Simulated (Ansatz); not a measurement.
# A thicker film of BN (110) from five thinner ones

In a field along its normal an insulating film takes a dipole p. Written as a length, p/(ε₀AE), it should grow by 1 − 1/ε for each ångström added.

How it was computed: Ansatz 0.2.0, plane waves with PAW datasets (its set soft_2), PBE; zincblende films relaxed at a bulk in-plane lattice constant near the measured one, then held in weak fields of both signs with a dipole correction (A is the cell's area, E the outer field).

| run | distance between the outer atoms (Å) | p/(ε₀AE) (Å) |
| --- | --- | --- |
| 5 units | 5.136 | 5.837 |
| 6 units | 6.408 | 6.881 |
| 8 units | 8.975 | 8.869 |
| 9 units | 10.258 | 9.867 |
| 12 units | 14.105 | 12.883 |
| 16 units | 19.234 | ? |

Q: Estimate the withheld value from the rows shown.

A least-squares line through the 5 rows shown has slope 0.7834 and intercept 1.8353; no row lies more than 0.026 Å off it. That slope means ε = 1/(1 − 0.7834) = 4.62. At 19.234 it gives 0.7834 × 19.234 + 1.8353 = 16.903 Å, beyond the rows fitted. Rounding and scatter of the rows alone allow about ±0.059 Å there.

The run itself gives 16.902 Å: a miss of −0.001 Å, or 0.0 % of the value. The length is met to within 1 %, though ε is more sensitive than the length: the two thickest films give ε = 4.62.

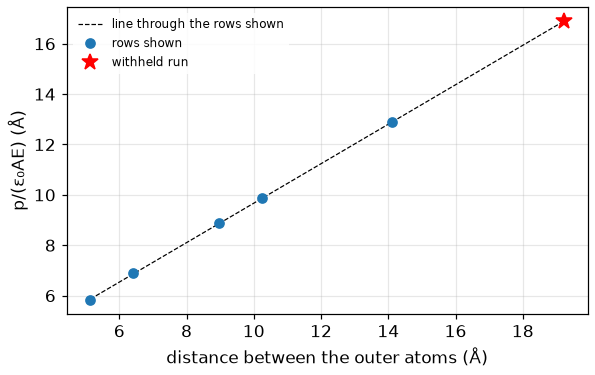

The fit and the withheld run.

Caveats: This is the electronic response alone. A unit is one step of the cut along the normal (a plane, a pair of planes or a cell), and the layers relax along it, away from their bulk spacing where the functional's lattice constant differs from the one held.
